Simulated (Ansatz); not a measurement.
Run report: BN, geometry relaxation (part 1 of 2)

System: BN (P6₃/mmc, 4 atoms in the cell).
Method: DFT PBE+D3(BJ), scalar-relativistic, plane waves, PAW, no spin polarisation (Ansatz 0.2.0).

The structure derives from an entry of the Crystallography Open Database. Figures and captions count atoms from 1; the log counts them from 0 in places.

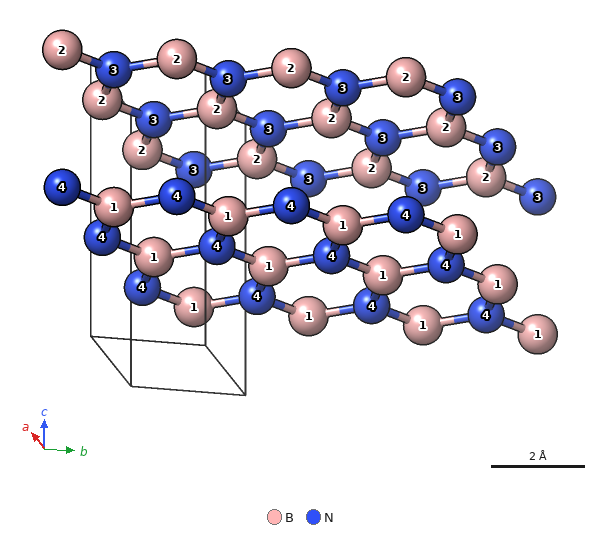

The input geometry (ball-and-stick view of the cell of the calculation, repeated 3 × 4 × 1, seen at an oblique angle; atoms are numbered from 1 in the order of the input).

**The input**
```yaml
crystal:
  lattice:
    - [2.5039917043, 0.0, 0.0]
    - [-1.2519958522, 2.1685204268, 0.0]
    - [0.0, 0.0, 6.6612]
  atoms:
    - { symbol: B, position: [0.3333333333, 0.6666666667, 0.25] }
    - { symbol: B, position: [0.6666666667, 0.3333333333, 0.75] }
    - { symbol: "N", position: [0.3333333333, 0.6666666667, 0.75] }
    - { symbol: "N", position: [0.6666666667, 0.3333333333, 0.25] }
basis:
  ecutwfc: 420
kpoints:
  mp_grid: { grid: [12, 12, 4] }
hamiltonian:
  xc: pbe
  dispersion: d3bj
scf:
  occupations: { method: gaussian, width: 0.02 }
output:
  forces: true
  stress: true
  eigenvalues: true
relax:
  adjacent_minimum: "off"
  f_tol: 0.005
  max_steps: 80
  cell: { stress_tol: 0.05 }
```

Hardware: 1 thread of AMD EPYC (Zen 5), 176 GiB of memory available, shared host.

Run as:
```bash
ansatz run input.yaml --threads 1 --pin off --max-ram 2560MiB --backend cpu --events-out ev --progress --plain --runs-dir out
```

**Output**
```
Engine: ansatz 0.2.0, x86_64-unknown-linux-gnu
Pseudopotentials: kind: paw
Pseudopotential: B, paw, valence charge 3, recommended cutoff 420 eV (normal), B.paw.azcp
Pseudopotential: N, paw, valence charge 5, recommended cutoff 420 eV (normal), N.paw.azcp
Functional definition: PBE
  parameter kappa = 0.804
  parameter beta = 0.06672455060314922
  exchange = pbe_x(kappa = kappa, mu = beta*pi^2/3)
  correlation = pbe_c(beta = beta)
Crystal: 4 atoms, lattice volume = 36.170 Å³
Basis set: ecut = 420 eV, 713 PW (Γ), exchange–correlation on 36×36×90 points (8 copies of the dense FFT grid, shifted against one another)
Bands: 12, of which v1, the nominal top of the filled ones, is band 8 counted from 1 (7 counted from 0)
Symmetry: 24 space group operations
Space group: P63/mmc (ITA 194), of the structure as read, at distance tolerance 3.3e-5 Å
k-points: 57 of 576
Non-local potential: B, projectors of the file, l = 0: 2, l = 1: 2, l = 2: 1
Non-local potential: N, projectors of the file, l = 0: 2, l = 1: 2, l = 2: 1
PAW form: soft (Blöchl's): semilocal exchange-correlation on the pseudo side does not see the compensation charge
PAW one-centre angular grid: B, 110 points (default); XC on 64 Gauss nodes
PAW one-centre angular grid: N, 110 points (default); XC on 64 Gauss nodes
Initial density: superposition of atomic densities (neutral atoms: chi_scale 0, normalization atom), corrected by the library's trained network
Initial wavefunctions: pseudopotential atomic-orbital guess
Functional: x = pbe(κ = 0.804, μ = 0.2195149727645171), c = pbe(β = 0.06672455060314922)
SCF iter   1: F=—  HF=-1085.370485 eV  |F-HF|=—  |Δ(HF+E_count)|=         —  Δρ=1.51e-3  dr2=2.20e-4  ethr=1.77e-3  ⟨swp⟩=6.3  Hψ=4293  notcnv=0
preconditioner: auto → none  [insulator: Δε(μ)=4.282 eV  Ē_g=15.830 eV  σ=0.020 eV  W_gap=1.00  n_scr=4 (ndim 8)  ℏωp=24.7 eV  f_vac=0.023  D(μ)=0.00/eV (n_scr^D=0)  ε∞_Penn≈3.4]
SCF iter   2: F=—  HF=-1085.371523 eV  |F-HF|=—  |Δ(HF+E_count)|=   1.04e-3  Δρ=7.51e-4  dr2=4.30e-5  ethr=1.38e-6  ⟨swp⟩=2.2  Hψ=1754  notcnv=0
SCF iter   3: F=—  HF=-1085.371810 eV  |F-HF|=—  |Δ(HF+E_count)|=   2.87e-4  Δρ=3.50e-4  dr2=8.79e-6  ethr=2.68e-7  ⟨swp⟩=2.0  Hψ=1070  notcnv=0
iter 4 did not close the SCF: its close was put off for the readings that it lacked (scf_convergence_deferred on its scf_iter line)
SCF iter   4: F=-1085.371892 eV  HF=-1085.371891 eV  |F-HF|=2.25e-7  |Δ(HF+E_count)|=   8.13e-5  Δρ=1.96e-5  dr2=4.95e-8  ethr=5.49e-8  ⟨swp⟩=2.1  Hψ=1138  notcnv=0
iter 5 did not close the SCF: its close was put off for the readings that it lacked (scf_convergence_deferred on its scf_iter line)
SCF iter   5: F=-1085.371892 eV  HF=-1085.371892 eV  |F-HF|=5.86e-9  |Δ(HF+E_count)|=   2.46e-7  Δρ=4.30e-6  dr2=4.20e-9  ethr=3.09e-10  ⟨swp⟩=2.0  Hψ=1136  notcnv=0
SCF iter   6: F=-1085.371892 eV  HF=-1085.371892 eV  |F-HF|=1.88e-10  |Δ(HF+E_count)|=   7.92e-9  Δρ=5.34e-7  dr2=5.19e-11  ethr=2.63e-11  ⟨swp⟩=1.3  Hψ=2098  notcnv=0
SCF 1 converged in 6 iterations: F = -1085.371892 eV  dr2 = 5.19e-11
  greatest PAW one-centre occupation: 0.797 electrons in one spin orbital (limit 2), on the N atom at site 3 (counted from 0), in its partial waves of l = 0
relax step   1: F+E_penalty+E_count = -1085.37189159 eV  Δ(F+E_penalty+E_count) = +0.000e0 eV  max|allowed force component| = 8.720e-16 eV/Å  Δτ_max = 0.0000 Å  P = +0.639 GPa  Ω = 36.170 Å³  (6 SCF iters, dr2 threshold 1.00e-7 eV, accepted)
Crystal: 4 atoms, lattice volume = 36.062 Å³
Initial density: handed on by an earlier stage of this run
Initial wavefunctions: those handed on with the density
iter 1 solved again at ethr=3.11e-7 eV; its pass at ethr=3.10e-3 eV (dr2=4.98e-5 eV) is discarded
SCF iter   1: F=—  HF=-1085.372668 eV  |F-HF|=—  |Δ(HF+E_count)|=         —  Δρ=3.88e-4  dr2=3.51e-5  ethr=3.11e-7  ⟨swp⟩=2.2  Hψ=5368  notcnv=0
preconditioner: auto → none  [insulator: Δε(μ)=4.279 eV  Ē_g=15.826 eV  σ=0.020 eV  W_gap=1.00  n_scr=4 (ndim 8)  ℏωp=24.7 eV  f_vac=0.019  D(μ)=0.00/eV (n_scr^D=0)  ε∞_Penn≈3.4]
SCF iter   2: F=—  HF=-1085.372675 eV  |F-HF|=—  |Δ(HF+E_count)|=   7.09e-6  Δρ=2.12e-4  dr2=8.38e-6  ethr=2.19e-7  ⟨swp⟩=2.1  Hψ=995  notcnv=0
SCF iter   3: F=—  HF=-1085.372682 eV  |F-HF|=—  |Δ(HF+E_count)|=   7.33e-6  Δρ=1.02e-4  dr2=3.18e-6  ethr=5.24e-8  ⟨swp⟩=2.1  Hψ=1088  notcnv=0
SCF iter   4: F=-1085.372681 eV  HF=-1085.372681 eV  |F-HF|=9.39e-9  |Δ(HF+E_count)|=   7.71e-7  Δρ=1.14e-5  dr2=2.20e-8  ethr=2.50e-9  ⟨swp⟩=3.1  Hψ=2916  notcnv=0
SCF 2 converged in 4 iterations: F = -1085.372681 eV  dr2 = 2.20e-8
relax step   2: F+E_penalty+E_count = -1085.37268123 eV  Δ(F+E_penalty+E_count) = -7.896e-4 eV  max|allowed force component| = 2.752e-16 eV/Å  Δτ_max = 0.0000 Å  P = +0.247 GPa  Ω = 36.062 Å³  energy of the carried Pulay correction = +4.702e-4 eV  (4 SCF iters, dr2 threshold 4.00e-7 eV, accepted)
Crystal: 4 atoms, lattice volume = 36.049 Å³
iter 1 solved again at ethr=1.96e-8 eV; its pass at ethr=3.10e-3 eV (dr2=3.13e-6 eV) is discarded
SCF iter   1: F=—  HF=-1085.372792 eV  |F-HF|=—  |Δ(HF+E_count)|=         —  Δρ=1.73e-4  dr2=5.38e-6  ethr=1.96e-8  ⟨swp⟩=2.8  Hψ=5344  notcnv=0
preconditioner: auto → none  [insulator: Δε(μ)=4.275 eV  Ē_g=15.819 eV  σ=0.020 eV  W_gap=1.00  n_scr=4 (ndim 8)  ℏωp=24.7 eV  f_vac=0.019  D(μ)=0.00/eV (n_scr^D=0)  ε∞_Penn≈3.4]
SCF iter   2: F=—  HF=-1085.372784 eV  |F-HF|=—  |Δ(HF+E_count)|=   7.07e-6  Δρ=7.28e-5  dr2=8.71e-7  ethr=1.96e-8  ⟨swp⟩=2.0  Hψ=1078  notcnv=0
SCF iter   3: F=-1085.372785 eV  HF=-1085.372785 eV  |F-HF|=1.20e-8  |Δ(HF+E_count)|=   3.54e-7  Δρ=3.11e-5  dr2=1.75e-7  ethr=2.36e-9  ⟨swp⟩=5.1  Hψ=3367  notcnv=0
SCF 3 converged in 3 iterations: F = -1085.372785 eV  dr2 = 1.75e-7
relax step   3: F+E_penalty+E_count = -1085.37278484 eV  Δ(F+E_penalty+E_count) = -1.036e-4 eV  max|allowed force component| = 8.893e-16 eV/Å  Δτ_max = 0.0000 Å  P = +0.011 GPa  Ω = 36.049 Å³  energy of the carried Pulay correction = +5.384e-4 eV  (3 SCF iters, dr2 threshold 3.78e-7 eV, accepted)
Initial wavefunctions: pseudopotential atomic-orbital guess (no wavefunctions were taken with the density)
iter 1 solved again at ethr=1.30e-7 eV; its pass at ethr=3.10e-3 eV (dr2=2.08e-5 eV) is discarded
SCF iter   1: F=—  HF=-1085.372185 eV  |F-HF|=—  |Δ(HF+E_count)|=         —  Δρ=5.53e-5  dr2=3.24e-7  ethr=1.30e-7  ⟨swp⟩=3.2  Hψ=6041  notcnv=0
preconditioner: auto → none  [insulator: Δε(μ)=4.276 eV  Ē_g=15.820 eV  σ=0.020 eV  W_gap=1.00  n_scr=4 (ndim 8)  ℏωp=24.7 eV  f_vac=0.019  D(μ)=0.00/eV (n_scr^D=0)  ε∞_Penn≈3.4]
SCF iter   2: F=—  HF=-1085.372179 eV  |F-HF|=—  |Δ(HF+E_count)|=   6.49e-6  Δρ=2.50e-5  dr2=6.32e-8  ethr=2.02e-9  ⟨swp⟩=2.1  Hψ=1081  notcnv=0
SCF iter   3: F=—  HF=-1085.372179 eV  |F-HF|=—  |Δ(HF+E_count)|=   1.13e-7  Δρ=1.17e-5  dr2=1.06e-8  ethr=3.95e-10  ⟨swp⟩=2.5  Hψ=1089  notcnv=0
SCF iter   4: F=—  HF=-1085.372179 eV  |F-HF|=—  |Δ(HF+E_count)|=   3.84e-8  Δρ=8.64e-7  dr2=6.60e-11  ethr=6.64e-11  ⟨swp⟩=2.0  Hψ=1136  notcnv=0
SCF iter   5: F=-1085.372179 eV  HF=-1085.372179 eV  |F-HF|=4.77e-12  |Δ(HF+E_count)|=  2.97e-10  Δρ=1.38e-7  dr2=1.95e-12  ethr=1.00e-12  ⟨swp⟩=4.2  Hψ=2302  notcnv=0
SCF 4 converged in 5 iterations: F = -1085.372179 eV  dr2 = 1.95e-12
relax step   4: F+E_penalty+E_count = -1085.37217896 eV  Δ(F+E_penalty+E_count) = +6.059e-4 eV  max|allowed force component| = 7.193e-16 eV/Å  Δτ_max = 0.0000 Å  P = -0.015 GPa  Ω = 36.049 Å³  stress off target by 5.82e-2 GPa  SCF on the basis re-selected at this cell (its energy is not comparable with the rows above)  (5 SCF iters)
basis re-selected at this cell: Δ(F+E_penalty+E_count) = +6.059e-4 eV, ΔP = -0.026 GPa vs the last step (what re-selecting the basis moved, of the pressure what is left beyond the Pulay correction that the steps carried, after the strain that the cell walked since its last selection, with what the two solves' SCF thresholds leave and, on support functions, any second-order correction that the steps lacked; it is no measure of the basis error at this ecutwfc). This SCF's stress stands 5.82e-2 GPa from its target on what of the cell is left free (relax.cell.stress_tol is 5.00e-2 GPa) and its largest allowed force component is 7.19e-16 eV/Å (relax.f_tol is 5.00e-3 eV/Å): not within both, so this SCF does not close the relaxation
Crystal: 4 atoms, lattice volume = 35.999 Å³
iter 1 solved again at ethr=1.20e-7 eV; its pass at ethr=3.10e-3 eV (dr2=1.92e-5 eV) is discarded
SCF iter   1: F=—  HF=-1085.372405 eV  |F-HF|=—  |Δ(HF+E_count)|=         —  Δρ=1.69e-4  dr2=1.42e-5  ethr=1.20e-7  ⟨swp⟩=2.0  Hψ=5112  notcnv=0
preconditioner: auto → none  [insulator: Δε(μ)=4.275 eV  Ē_g=15.823 eV  σ=0.020 eV  W_gap=1.00  n_scr=4 (ndim 8)  ℏωp=24.8 eV  f_vac=0.019  D(μ)=0.00/eV (n_scr^D=0)  ε∞_Penn≈3.4]
SCF iter   2: F=—  HF=-1085.372396 eV  |F-HF|=—  |Δ(HF+E_count)|=   8.91e-6  Δρ=9.01e-5  dr2=1.97e-6  ethr=8.86e-8  ⟨swp⟩=2.0  Hψ=1036  notcnv=0
SCF iter   3: F=—  HF=-1085.372395 eV  |F-HF|=—  |Δ(HF+E_count)|=   4.79e-7  Δρ=3.21e-5  dr2=3.39e-7  ethr=1.23e-8  ⟨swp⟩=2.6  Hψ=1222  notcnv=0
SCF iter   4: F=—  HF=-1085.372395 eV  |F-HF|=—  |Δ(HF+E_count)|=   1.60e-7  Δρ=7.38e-6  dr2=8.95e-9  ethr=2.12e-9  ⟨swp⟩=2.9  Hψ=1158  notcnv=0
SCF iter   5: F=-1085.372395 eV  HF=-1085.372395 eV  |F-HF|=7.50e-12  |Δ(HF+E_count)|=   1.24e-8  Δρ=5.44e-7  dr2=7.59e-11  ethr=5.30e-11  ⟨swp⟩=4.2  Hψ=2422  notcnv=0
SCF 5 converged in 5 iterations: F = -1085.372395 eV  dr2 = 7.59e-11
relax step   5: F+E_penalty+E_count = -1085.37239534 eV  Δ(F+E_penalty+E_count) = -2.164e-4 eV  max|allowed force component| = 3.932e-16 eV/Å  Δτ_max = 0.0000 Å  P = -0.007 GPa  Ω = 35.999 Å³  energy of the carried Pulay correction = +2.063e-4 eV  (5 SCF iters, dr2 threshold 8.48e-9 eV, accepted)
iter 1 solved again at ethr=1.24e-7 eV; its pass at ethr=3.10e-3 eV (dr2=1.99e-5 eV) is discarded
SCF iter   1: F=—  HF=-1085.372223 eV  |F-HF|=—  |Δ(HF+E_count)|=         —  Δρ=9.69e-6  dr2=5.04e-9  ethr=1.24e-7  ⟨swp⟩=3.2  Hψ=6050  notcnv=0
eigensolver tolerance schedule: the retry pair's looser diagonalisation over-reported the residual by 3951.50 of it (diagonalisation noise at 0.19 of the residual, at the tolerance the schedule requests for it); recorded, not acted on — ethr = c·dr2/N_el stays at c = 1.0e-1
preconditioner: auto → none  [insulator: Δε(μ)=4.274 eV  Ē_g=15.823 eV  σ=0.020 eV  W_gap=1.00  n_scr=4 (ndim 8)  ℏωp=24.8 eV  f_vac=0.019  D(μ)=0.00/eV (n_scr^D=0)  ε∞_Penn≈3.4]
SCF iter   2: F=—  HF=-1085.372215 eV  |F-HF|=—  |Δ(HF+E_count)|=   7.77e-6  Δρ=4.67e-6  dr2=1.40e-9  ethr=3.15e-11  ⟨swp⟩=2.3  Hψ=1210  notcnv=0
SCF iter   3: F=—  HF=-1085.372215 eV  |F-HF|=—  |Δ(HF+E_count)|=   5.30e-9  Δρ=2.18e-6  dr2=2.10e-10  ethr=8.73e-12  ⟨swp⟩=2.0  Hψ=1032  notcnv=0
SCF iter   4: F=-1085.372215 eV  HF=-1085.372215 eV  |F-HF|=9.32e-12  |Δ(HF+E_count)|=   1.64e-9  Δρ=1.85e-7  dr2=4.71e-12  ethr=1.00e-12  ⟨swp⟩=3.1  Hψ=2816  notcnv=0
SCF 6 converged in 4 iterations: F = -1085.372215 eV  dr2 = 4.71e-12
relax step   6: F+E_penalty+E_count = -1085.37221530 eV  Δ(F+E_penalty+E_count) = +1.800e-4 eV  max|allowed force component| = 6.661e-16 eV/Å  Δτ_max = 0.0000 Å  P = -0.010 GPa  Ω = 35.999 Å³  stress off target by 1.74e-2 GPa  SCF on the basis re-selected at this cell (its energy is not comparable with the rows above)  (4 SCF iters)
```
